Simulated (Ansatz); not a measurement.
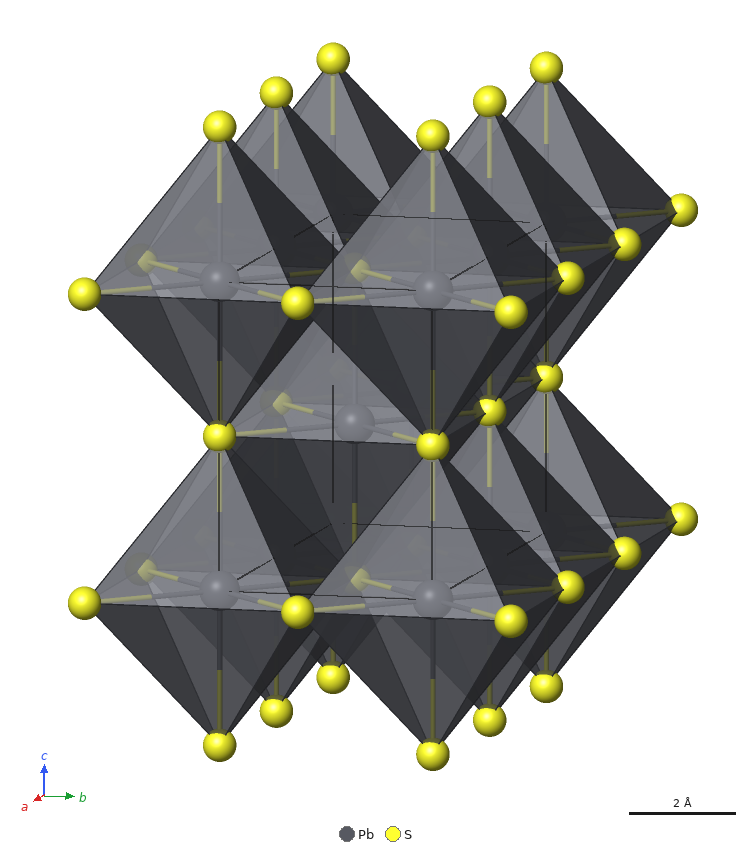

We look at a polyhedral model of the crystal slightly off an axis. The parallelepiped is the unit cell. Some atoms of the next cells are drawn as well.

PbS, a = 8.397 Å, b = 4.199 Å, c = 5.955 Å, α = 90.00°, β = 90.00°, γ = 90.00°. Strictly the space group is I4/mmm (No. 139, within 0.01 Å). It is a distorted form of a face-centred cubic structure, space group Fm-3m (No. 225) within 0.25 Å: rock salt (NaCl type). Starting structure: a structure listed in the Materials Project. Earlier steps of the study may have refined or changed the cell and positions. Ansatz was used for an electronic-structure calculation on it.

This one geometry was computed with Ansatz (DFT, plane waves, PAW) at five levels of theory: PBE with spin-orbit coupling, PBE, HSE06, PBE0 and r2SCAN.

> How does the band gap change with the level of theory?

PBE with spin-orbit coupling: a gap of 0.07 eV, direct; PBE: a gap of 0.38 eV, direct; r2SCAN: a gap of 0.63 eV, direct; HSE06: a gap of 0.82 eV, direct; PBE0: a gap of 1.43 eV, direct.

> Collect the results in a table.

| level | cutoff (eV) | k-mesh of the run's cell | gap (eV) | pressure (GPa) |
| --- | --- | --- | --- | --- |
| PBE with spin-orbit coupling | 420 | 4×6×4 | 0.07 | 1.4 |
| PBE | 420 | 4×6×4 | 0.38 | 1.9 |
| HSE06 | 420 | 2×4×4 | 0.82 | 0.9 |
| PBE0 | 420 | 2×4×4 | 1.43 | 0.9 |
| r2SCAN | 500 | 4×6×4 | 0.63 | 1.0 |

Gaps are taken on the k-mesh or band path of each run.
